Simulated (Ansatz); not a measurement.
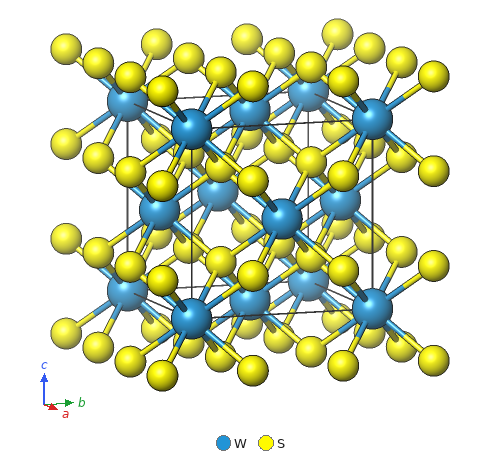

WS₂ (space group Fm-3m, No. 225). Coordinates: the end point of a relaxation with DFT PBE, scalar-relativistic, plane waves, PAW in Ansatz 0.2.0; the starting structure was generated, so it need not be a known form of this composition.

Bonds are taken as S–W below 2.9 Å; no other contact counts. Atoms with one bond or none are removed and atoms with two bonds are replaced by edges, until no such atom is left.

### What kind of net remains, and which atoms are its nodes?

A binodal (4,8)-connected, three-periodic net: S is a 4-connected node; W is an 8-connected node, in the ratio 2:1.

### Does the net have a name?

It is the flu net, known from fluorite.

### Is the net interpenetrated?

It is a single net, without interpenetration.

### Give the point symbol of each node (shortest cycle at each angle).

S: 4⁶; W: 4¹²·6¹²·8⁴.

### How many nodes does the smallest cycle have?

Four.
